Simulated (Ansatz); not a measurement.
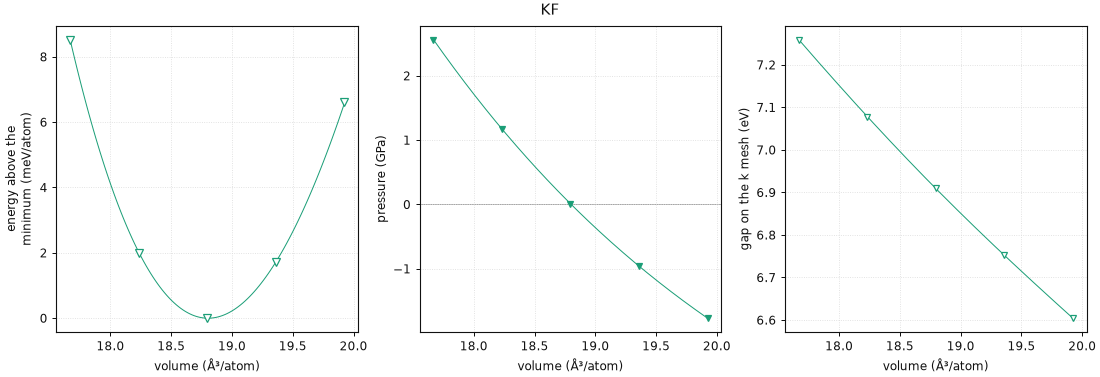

The picture above shows the energy above the minimum, pressure and gap on the k mesh against volume for KF, space group Fm-3m (No. 225).

Cell as given: a = 3.760 Å, b = 3.760 Å, c = 3.760 Å, α = 60.00°, β = 60.00°, γ = 60.00°; 2 atoms.

Method: third-order Birch-Murnaghan fit to density functional energies at scaled volumes of the given relaxed cell, shape and atoms relaxed at each volume; energies count from the fitted minimum; plane waves with PAW datasets, Γ-centred k mesh (Ansatz 0.2.0). Level: r2SCAN, no spin polarisation.

wave cutoff 500 eV; k mesh 8×8×8; occupations Gaussian; smearing width 0.02 eV.

> What equilibrium volume and bulk modulus follow from the curve?

A third-order Birch–Murnaghan fit gives V0 = 18.80 Å³/atom, B0 = 35.3 GPa and B′ = 4.9.

> How does the pressure vary with volume?

It falls from 2.56 GPa at volume 17.668 Å³/atom to −1.77 GPa at 19.923 Å³/atom, and changes sign near 18.80 Å³/atom.

The computed values:

| volume (Å³/atom) | energy above the minimum (meV/atom) | pressure (GPa) | gap on the k mesh (eV) |
| --- | --- | --- | --- |
| 17.668 | 8.5 | 2.56 | 7.259 |
| 18.232 | 2.0 | 1.17 | 7.078 |
| 18.795 | 0.0 | 0.01 | 6.909 |
| 19.359 | 1.7 | −0.96 | 6.752 |
| 19.923 | 6.6 | −1.77 | 6.604 |
